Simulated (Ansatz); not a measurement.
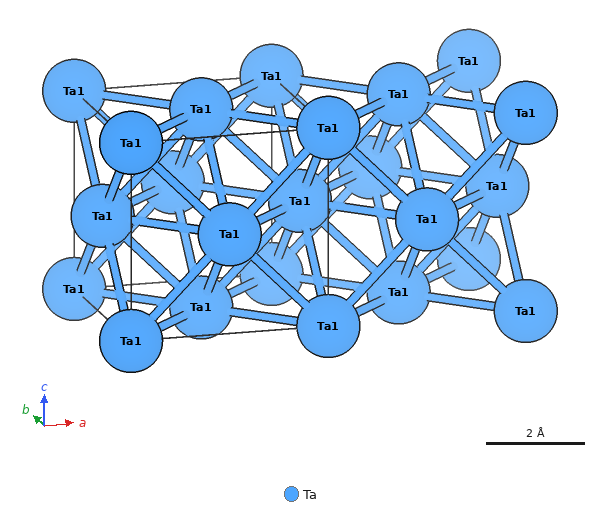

The input geometry (ball-and-stick view of the cell 4 times as large as that of the calculation, set on its symmetry axes, repeated 2 × 1 × 1, seen slightly off an axis; atoms are numbered from 1 in the order of the input). An atom can appear more than once, as a periodic image.

## Run report: Ta, geometry relaxation

- system: Ta (Fm-3m, 1 atom in the cell)
- method: DFT r2SCAN, scalar-relativistic, plane waves, PAW, no spin polarisation (Ansatz 0.2.0)

The structure derives from an entry of the Crystallography Open Database. Figures and captions count atoms from 1; the log counts them from 0 in places.

### The input
```yaml
crystal:
  lattice:
    - [0.0, 2.11, 2.11]
    - [2.11, 0.0, 2.11]
    - [2.11, 2.11, 0.0]
  atoms:
    - { symbol: Ta, position: [0.0, 0.0, 0.0] }
basis:
  ecutwfc: 500
kpoints:
  mp_grid: { grid: [18, 18, 18] }
hamiltonian:
  xc: r2scan
scf:
  occupations: { method: gaussian, width: 0.1 }
output:
  forces: true
  stress: true
  eigenvalues: true
relax:
  adjacent_minimum: "off"
  f_tol: 0.005
  max_steps: 80
  cell: { stress_tol: 0.05 }
```

Machine: 1 thread of AMD EPYC (Zen 5), 32 GiB of memory available, shared host.

Run as:
```bash
ansatz run input.yaml --threads 1 --pin off --max-ram 2560MiB --backend cpu --events-out ev --progress --plain --runs-dir out
```

### Output
```
Engine: ansatz 0.2.0, x86_64-unknown-linux-gnu
Pseudopotentials: kind: paw
Pseudopotential: Ta, paw, valence charge 13, recommended cutoff 500 eV (meta_gga), Ta.paw.azcp
Functional definition: r2SCAN
  parameter k0 = 0.174
  parameter k1 = 0.065
  parameter a1 = 4.9479
  exchange = r2scan_x(k0 = k0, k1 = k1, a1 = a1)
  correlation = r2scan_c
Crystal: 1 atoms, lattice volume = 18.788 Å³
Basis set: ecut = 500 eV, 531 PW (Γ), exchange–correlation on 96×96×96 points (64 copies of the dense FFT grid, shifted against one another)
Bands: 11, of which v1, the nominal top of the filled ones, is band 7 counted from 1 (6 counted from 0)
Symmetry: 48 space group operations
Space group: Fm-3m (ITA 225), of the structure as read, at distance tolerance 2.7e-5 Å
k-points: 195 of 5832
Non-local potential: Ta, projectors of the file, l = 0: 3, l = 1: 2, l = 2: 2, l = 3: 1
PAW form: soft (Blöchl's): semilocal exchange-correlation on the pseudo side does not see the compensation charge
PAW frozen core: Ta, regenerated for the run's functional (the file was generated under x = pbe(κ = 0.804, μ = 0.2195149727645171), c = pbe(β = 0.06672455060314922))
PAW one-centre angular grid: Ta, 590 points (default); XC on 160 Gauss nodes
Initial density: superposition of atomic densities (neutral atoms: chi_scale 0, normalization atom), corrected by the library's trained network
Initial wavefunctions: pseudopotential atomic-orbital guess
Functional: x = r2scan, c = r2scan; τ floored in thin density (d = 2e-4 eV/Å³)
SCF iter   1: F=—  HF=-9944.058105 eV  |F-HF|=—  |Δ(HF+E_count)|=         —  Δρ=6.81e-3  dr2=2.66e-3  dr2_τ=1.56e-2  ethr=1.77e-3  ⟨swp⟩=5.7  Hψ=12870  notcnv=0
preconditioner: auto → none  [metal: Δε(μ)=0.036 eV  Ē_g=8.257 eV  σ=0.100 eV  W_gap=0.20  n_scr=0 (ndim 8)  ℏωp=19.2 eV  f_vac=0.000  D(μ)=1.11/eV (n_scr^D=14)]
SCF iter   2: F=—  HF=-9944.075821 eV  |F-HF|=—  |Δ(HF+E_count)|=   1.77e-2  Δρ=4.25e-3  dr2=1.16e-3  dr2_τ=3.04e-4  ethr=2.05e-5  ⟨swp⟩=2.7  Hψ=4942  notcnv=0  defer=16
SCF iter   3: F=—  HF=-9944.076849 eV  |F-HF|=—  |Δ(HF+E_count)|=   1.03e-3  Δρ=1.24e-3  dr2=1.28e-4  dr2_τ=5.25e-5  ethr=8.92e-6  ⟨swp⟩=2.0  Hψ=3132  notcnv=0  defer=16
SCF iter   4: F=—  HF=-9944.076941 eV  |F-HF|=—  |Δ(HF+E_count)|=   9.15e-5  Δρ=3.56e-4  dr2=1.04e-5  dr2_τ=2.07e-6  ethr=9.82e-7  ⟨swp⟩=2.0  Hψ=3136  notcnv=0  defer=16
SCF iter   5: F=—  HF=-9944.076946 eV  |F-HF|=—  |Δ(HF+E_count)|=   5.94e-6  Δρ=9.72e-5  dr2=8.01e-7  dr2_τ=1.36e-7  ethr=8.00e-8  ⟨swp⟩=2.0  Hψ=2872  notcnv=0  defer=16
SCF iter   6: F=-9944.076947 eV  HF=-9944.076947 eV  |F-HF|=9.02e-10  |Δ(HF+E_count)|=   3.52e-7  Δρ=5.73e-6  dr2=2.65e-9  dr2_τ=1.50e-10  ethr=7.69e-10  ⟨swp⟩=4.2  Hψ=8927  notcnv=0
SCF 1 converged in 6 iterations: F = -9944.076947 eV  dr2 = 2.65e-9
  greatest PAW one-centre occupation: 0.998 electrons in one spin orbital (limit 2), on the Ta atom at site 0 (counted from 0), in its partial waves of l = 0
relax step   1: F+E_penalty+E_count = -9944.07694685 eV  Δ(F+E_penalty+E_count) = +0.000e0 eV  max|allowed force component| = 0.000e0 eV/Å  Δτ_max = 0.0000 Å  P = -1.695 GPa  Ω = 18.788 Å³  (6 SCF iters, dr2 threshold 1.00e-7 eV, accepted)
Crystal: 1 atoms, lattice volume = 18.176 Å³
Basis set: ecut = 500 eV, 459 PW (Γ), exchange–correlation on 96×96×96 points (64 copies of the dense FFT grid, shifted against one another)
Initial density: handed on by an earlier stage of this run
Initial wavefunctions: those handed on with the density
iter 1 solved again at ethr=3.71e-6 eV; its pass at ethr=3.10e-3 eV (dr2=4.82e-4 eV) is discarded
SCF iter   1: F=—  HF=-9944.052710 eV  |F-HF|=—  |Δ(HF+E_count)|=         —  Δρ=1.52e-3  dr2=3.80e-4  dr2_τ=1.28e-2  ethr=3.71e-6  ⟨swp⟩=2.0  Hψ=15671  notcnv=0
preconditioner: auto → none  [metal: Δε(μ)=0.005 eV  Ē_g=8.522 eV  σ=0.100 eV  W_gap=0.03  n_scr=0 (ndim 8)  ℏωp=19.5 eV  f_vac=0.000  D(μ)=1.14/eV (n_scr^D=14)]
SCF iter   2: F=—  HF=-9944.070915 eV  |F-HF|=—  |Δ(HF+E_count)|=   1.82e-2  Δρ=6.97e-4  dr2=3.32e-5  dr2_τ=1.92e-5  ethr=2.92e-6  ⟨swp⟩=2.1  Hψ=4302  notcnv=0
SCF iter   3: F=—  HF=-9944.070998 eV  |F-HF|=—  |Δ(HF+E_count)|=   8.33e-5  Δρ=3.98e-4  dr2=1.07e-5  dr2_τ=2.15e-6  ethr=2.56e-7  ⟨swp⟩=2.8  Hψ=3270  notcnv=0
SCF iter   4: F=-9944.071020 eV  HF=-9944.071020 eV  |F-HF|=1.39e-8  |Δ(HF+E_count)|=   2.21e-5  Δρ=8.82e-6  dr2=7.31e-9  dr2_τ=1.11e-8  ethr=7.69e-10  ⟨swp⟩=4.9  Hψ=12077  notcnv=0
SCF 2 converged in 4 iterations: F = -9944.071020 eV  dr2 = 7.31e-9
relax step   2: F+E_penalty+E_count = -9944.07101988 eV  Δ(F+E_penalty+E_count) = +5.927e-3 eV  max|allowed force component| = 0.000e0 eV/Å  Δτ_max = 0.0000 Å  P = +5.088 GPa  Ω = 18.176 Å³  energy of the carried Pulay correction = +2.326e-4 eV  (4 SCF iters, dr2 threshold 1.00e-7 eV, rejected (line search))
Crystal: 1 atoms, lattice volume = 18.631 Å³
iter 1 solved again at ethr=2.05e-6 eV; its pass at ethr=3.10e-3 eV (dr2=2.67e-4 eV) is discarded
SCF iter   1: F=—  HF=-9944.066989 eV  |F-HF|=—  |Δ(HF+E_count)|=         —  Δρ=1.09e-3  dr2=2.01e-4  dr2_τ=7.31e-3  ethr=2.05e-6  ⟨swp⟩=2.1  Hψ=15685  notcnv=0
preconditioner: auto → none  [metal: Δε(μ)=0.038 eV  Ē_g=8.310 eV  σ=0.100 eV  W_gap=0.21  n_scr=0 (ndim 8)  ℏωp=19.2 eV  f_vac=0.000  D(μ)=1.07/eV (n_scr^D=14)]
SCF iter   2: F=—  HF=-9944.077810 eV  |F-HF|=—  |Δ(HF+E_count)|=   1.08e-2  Δρ=5.25e-4  dr2=1.90e-5  dr2_τ=8.13e-6  ethr=1.55e-6  ⟨swp⟩=2.1  Hψ=3428  notcnv=0
SCF iter   3: F=—  HF=-9944.077856 eV  |F-HF|=—  |Δ(HF+E_count)|=   4.61e-5  Δρ=2.83e-4  dr2=5.45e-6  dr2_τ=1.17e-6  ethr=1.46e-7  ⟨swp⟩=2.6  Hψ=3071  notcnv=0
SCF iter   4: F=—  HF=-9944.077866 eV  |F-HF|=—  |Δ(HF+E_count)|=   9.22e-6  Δρ=2.04e-5  dr2=3.97e-8  dr2_τ=2.08e-8  ethr=4.20e-8  ⟨swp⟩=2.7  Hψ=3256  notcnv=0
SCF iter   5: F=—  HF=-9944.077866 eV  |F-HF|=—  |Δ(HF+E_count)|=   1.22e-7  Δρ=7.24e-6  dr2=5.81e-9  dr2_τ=2.68e-10  ethr=3.05e-10  ⟨swp⟩=2.3  Hψ=3023  notcnv=0
SCF iter   6: F=—  HF=-9944.077866 eV  |F-HF|=—  |Δ(HF+E_count)|=   3.52e-9  Δρ=1.18e-6  dr2=1.20e-10  dr2_τ=3.48e-11  ethr=4.47e-11  ⟨swp⟩=2.7  Hψ=3277  notcnv=0
SCF iter   7: F=-9944.077866 eV  HF=-9944.077866 eV  |F-HF|=5.46e-12  |Δ(HF+E_count)|=  1.31e-10  Δρ=2.17e-7  dr2=4.12e-12  dr2_τ=1.38e-12  ethr=1.00e-12  ⟨swp⟩=5.9  Hψ=8387  notcnv=0
the search or the solves at the SCF's close seem to have found levels that the self-consistency loop had missed (the run counts 1). By its estimate they hold under 1e-12 electrons; where the run keeps them, the occupations were computed again with them
SCF 3 converged in 7 iterations: F = -9944.077866 eV  dr2 = 4.12e-12
relax step   3: F+E_penalty+E_count = -9944.07786566 eV  Δ(F+E_penalty+E_count) = -9.188e-4 eV  max|allowed force component| = 0.000e0 eV/Å  Δτ_max = 0.0000 Å  P = -0.053 GPa  Ω = 18.631 Å³  energy of the carried Pulay correction = +5.887e-5 eV  (7 SCF iters, accepted)
Crystal: 1 atoms, lattice volume = 18.626 Å³
iter 1 solved again at ethr=2.48e-10 eV; its pass at ethr=3.10e-3 eV (dr2=3.23e-8 eV) is discarded
SCF iter   1: F=—  HF=-9944.077867 eV  |F-HF|=—  |Δ(HF+E_count)|=         —  Δρ=1.19e-5  dr2=2.38e-8  dr2_τ=8.36e-7  ethr=2.48e-10  ⟨swp⟩=2.2  Hψ=14841  notcnv=0
preconditioner: auto → none  [metal: Δε(μ)=0.037 eV  Ē_g=8.319 eV  σ=0.100 eV  W_gap=0.21  n_scr=0 (ndim 8)  ℏωp=19.2 eV  f_vac=0.000  D(μ)=1.09/eV (n_scr^D=14)]
SCF iter   2: F=-9944.077868 eV  HF=-9944.077868 eV  |F-HF|=6.10e-9  |Δ(HF+E_count)|=   1.23e-6  Δρ=5.60e-6  dr2=2.20e-9  dr2_τ=1.10e-9  ethr=5.30e-11  ⟨swp⟩=3.4  Hψ=8181  notcnv=0
SCF 4 converged in 2 iterations: F = -9944.077868 eV  dr2 = 2.20e-9
relax step   4: F+E_penalty+E_count = -9944.07786834 eV  Δ(F+E_penalty+E_count) = -2.679e-6 eV  max|allowed force component| = 0.000e0 eV/Å  Δτ_max = 0.0000 Å  P = +0.001 GPa  Ω = 18.626 Å³  energy of the carried Pulay correction = +6.074e-5 eV  (2 SCF iters, dr2 threshold 6.90e-9 eV, accepted)
Initial wavefunctions: pseudopotential atomic-orbital guess (no wavefunctions were taken with the density)
iter 1 solved again at ethr=2.82e-8 eV; its pass at ethr=3.10e-3 eV (dr2=3.66e-6 eV) is discarded
SCF iter   1: F=—  HF=-9944.077807 eV  |F-HF|=—  |Δ(HF+E_count)|=         —  Δρ=2.16e-5  dr2=1.04e-8  dr2_τ=1.17e-7  ethr=2.82e-8  ⟨swp⟩=3.4  Hψ=19159  notcnv=0
preconditioner: auto → none  [metal: Δε(μ)=0.037 eV  Ē_g=8.318 eV  σ=0.100 eV  W_gap=0.21  n_scr=0 (ndim 8)  ℏωp=19.2 eV  f_vac=0.000  D(μ)=1.09/eV (n_scr^D=14)]
SCF iter   2: F=—  HF=-9944.077807 eV  |F-HF|=—  |Δ(HF+E_count)|=   7.16e-8  Δρ=1.08e-5  dr2=2.73e-9  dr2_τ=3.99e-9  ethr=7.97e-11  ⟨swp⟩=2.5  Hψ=3398  notcnv=0
SCF iter   3: F=—  HF=-9944.077807 eV  |F-HF|=—  |Δ(HF+E_count)|=   5.66e-9  Δρ=7.89e-7  dr2=9.20e-11  dr2_τ=1.94e-11  ethr=2.10e-11  ⟨swp⟩=2.0  Hψ=3200  notcnv=0
SCF iter   4: F=-9944.077807 eV  HF=-9944.077807 eV  |F-HF|=3.64e-12  |Δ(HF+E_count)|=  1.09e-11  Δρ=2.71e-7  dr2=4.19e-12  dr2_τ=1.03e-12  ethr=1.00e-12  ⟨swp⟩=6.2  Hψ=8847  notcnv=0
SCF 5 converged in 4 iterations: F = -9944.077807 eV  dr2 = 4.19e-12
relax step   5: F+E_penalty+E_count = -9944.07780689 eV  Δ(F+E_penalty+E_count) = +6.144e-5 eV  max|allowed force component| = 0.000e0 eV/Å  Δτ_max = 0.0000 Å  P = -0.001 GPa  Ω = 18.626 Å³  stress off target by 7.09e-4 GPa  SCF on the basis re-selected at this cell (its energy is not comparable with the rows above)  (4 SCF iters)
```

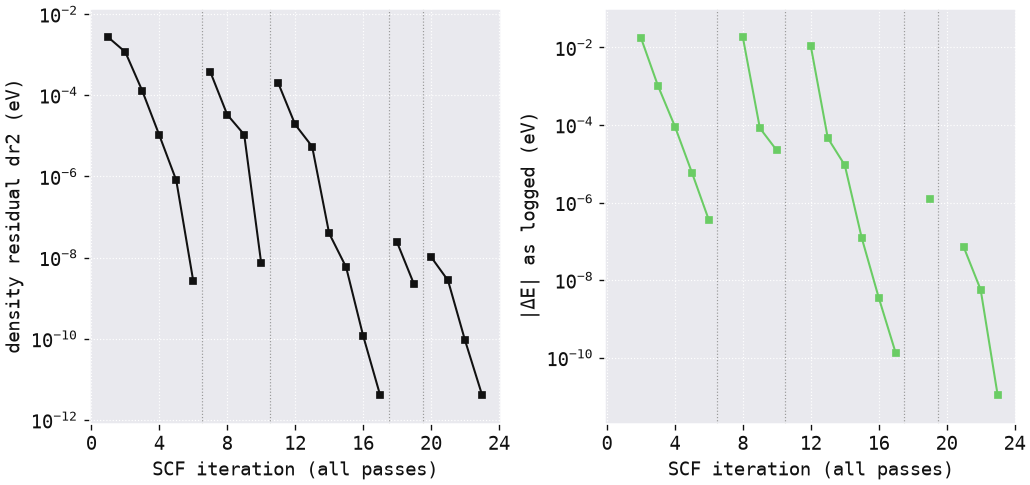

Convergence of the self-consistent field: density residual dr2 and size of the energy change against the SCF iteration. The dotted lines part the SCF passes of the relaxation: geometry steps, rejected trials and re-solves on a re-selected basis. The 5 passes take 2 to 7 iterations each, 23 in all.

```
basis re-selected at this cell: Δ(F+E_penalty+E_count) = +6.144e-5 eV, ΔP = -0.002 GPa vs the last step (what re-selecting the basis moved, of the pressure what is left beyond the Pulay correction that the steps carried, after the strain that the cell walked since its last selection, with what the two solves' SCF thresholds leave and, on support functions, any second-order correction that the steps lacked; it is no measure of the basis error at this ecutwfc). This SCF's stress stands 7.09e-4 GPa from its target on what of the cell is left free (relax.cell.stress_tol is 5.00e-2 GPa) and its largest allowed force component is 0.00e0 eV/Å (relax.f_tol is 5.00e-3 eV/Å): within both
SCF converged after 4 iterations
Free energy (F): -9944.077807 eV
Harris-Foulkes:  -9944.077807 eV  (|F-HF|=3.64e-12)
Internal energy: -9944.072371 eV  (E = F + TS)
E sigma→0 (E₀):  -9944.075089 eV
Entropy (-TS):   -0.005436 eV (-5.436 meV/atom)
Fermi energy:    18.196605 eV
--- Per-component energies (eV) ---
  E_band       = -125.843696
  E_kinetic    = 365.977064
  E_local      = -566.347974  (includes V_loc(G=0)·N_el)
  E_nonlocal   = 14.329261
  E_hartree    = 195.284086
  E_xc         = -204.083578
  E_vxc        = -221.459074  (∫ρ·V_xc dr)
  E_paw        = -8422.687901  (= ΣΔE_a)
  E_vpaw       = -120.018224  (= ΣTr[D̂ρ^β])
  E_aug_tail   = 0.000085  (compensation charges beyond the density's cutoff)
  E_vtau       = 11.107025  (kinetic-family band-sum trace: ∫τ·v_τ [+ j·A + Jᵃ·Aᵃ] dr)
  E_ewald      = -1325.787135
  E_core_change = -0.756280  (= ΣΔE_core)
  E_smearing   = -0.005436  (= −TS)
  E_closure    = 0.000000  (closes the sum)
  Σ components = -9944.077807   (vs F -9944.077807, Δ=0.00e0)
--- Forces (eV/Å), atoms counted from 1 ---
  atom   1  Ta     0.00000000     0.00000000    -0.00000000
  max |Σ_I F_I| component: 9.24e-33 eV/Å
--- Stress (GPa, compression-positive) ---
       -0.000709       0.000000      -0.000000
        0.000000      -0.000709       0.000000
       -0.000000       0.000000      -0.000709
  P = ⅓ Tr σ = -0.0007 GPa (-0.007 kbar)
--- Band table (eV; the first three rows and the last of 195) ---
  k-point 0: bands = ["-51.2320", "-16.5411", "-16.5411", "-16.5411", "9.6191", "18.6969", "18.6969", "18.6969", "21.9838", "21.9838", "30.8066"]
  k-point 1: bands = ["-51.2291", "-16.5767", "-16.5457", "-16.5457", "9.7493", "18.5769", "18.7593", "18.7593", "21.9201", "21.9201", "31.0821"]
  k-point 2: bands = ["-51.2204", "-16.6781", "-16.5584", "-16.5584", "10.1274", "18.2647", "18.9233", "18.9233", "21.7737", "21.7737", "31.8160"]
  k-point 194: bands = ["-51.0981", "-17.3139", "-17.2033", "-16.9498", "15.2075", "16.4515", "17.3932", "20.5630", "24.9720", "28.5721", "28.7708"]
--- Relaxed structure (4 steps of the walk, 3 accepted, 1 SCFs on fresh bases) ---
  F+E_penalty+E_count = -9944.07780689 eV   max|allowed force component| = 0.000e0 eV/Å   (the final SCF, on the basis selected at the relaxed cell)
  cell:  # Å, volume = 18.6261 Å³
    - [1.0170854666788987e-34, 2.1039285555253273, 2.1039285555253273]
    - [2.1039285555253273, 6.369200643118184e-35, 2.1039285555253273]
    - [2.1039285555253273, 2.1039285555253273, 1.2539392112203995e-35]
  atoms:
    - { symbol: Ta, position: [0.0, 0.0, 0.0] }
```

### Trajectory as extended XYZ (Å, eV, eV/Å), 5 frames, from step=1 to step=5
```
1
Lattice="0.0000 2.1100 2.1100 2.1100 0.0000 2.1100 2.1100 2.1100 0.0000" Properties=species:S:1:pos:R:3:forces:R:3 step=1 energy=-9944.07695 pressure_GPa=-1.70
Ta    0.0000    0.0000    0.0000    0.0000   0.0000   0.0000
1
Lattice="0.0000 2.0868 2.0868 2.0868 0.0000 2.0868 2.0868 2.0868 0.0000" Properties=species:S:1:pos:R:3:forces:R:3 step=2 energy=-9944.07102 pressure_GPa=5.09 accepted=F
Ta    0.0000    0.0000    0.0000    0.0000   0.0000   0.0000
1
Lattice="0.0000 2.1041 2.1041 2.1041 0.0000 2.1041 2.1041 2.1041 0.0000" Properties=species:S:1:pos:R:3:forces:R:3 step=3 energy=-9944.07787 pressure_GPa=-0.05
Ta    0.0000    0.0000    0.0000    0.0000   0.0000   0.0000
1
Lattice="0.0000 2.1039 2.1039 2.1039 0.0000 2.1039 2.1039 2.1039 0.0000" Properties=species:S:1:pos:R:3:forces:R:3 step=4 energy=-9944.07787 pressure_GPa=0.00
Ta    0.0000    0.0000    0.0000    0.0000   0.0000   0.0000
1
Lattice="0.0000 2.1039 2.1039 2.1039 0.0000 2.1039 2.1039 2.1039 0.0000" Properties=species:S:1:pos:R:3:forces:R:3 step=5 energy=-9944.07781 pressure_GPa=-0.00
Ta    0.0000    0.0000    0.0000    0.0000   0.0000   0.0000
```

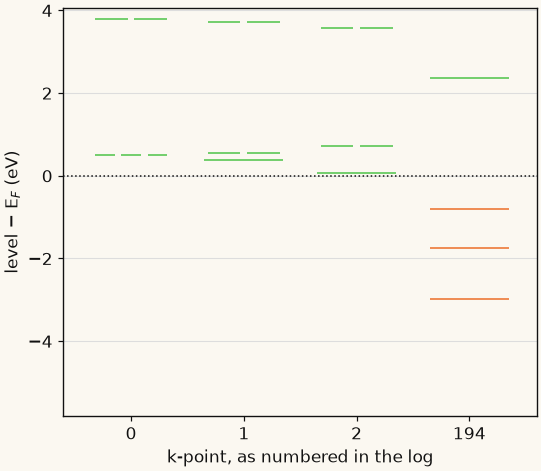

Kohn–Sham levels near the Fermi level (dotted) at the few k-points that the log prints; levels within 0.02 eV of each other stand side by side. The system is metallic on the full mesh.

### Summary

```tsv
quantity	value
outcome	converged
space group (tolerance 0.01 Å)	Fm-3m (225)
electrons treated	13
free energy	−9944.0778 eV
Fermi energy	18.197 eV
gap on the k-point mesh	none (metallic)
pressure	0.00 GPa
final volume	18.63 Å³
largest force (length of the vector) at the end	under 0.001 eV/Å
final cell	a = 2.975 Å, b = 2.975 Å, c = 2.975 Å, α = 60.00°, β = 60.00°, γ = 60.00°
wall time	9.5 s
peak memory	0.47 GiB
```

### Remarks

Spin–orbit coupling is left out, which matters for Ta.
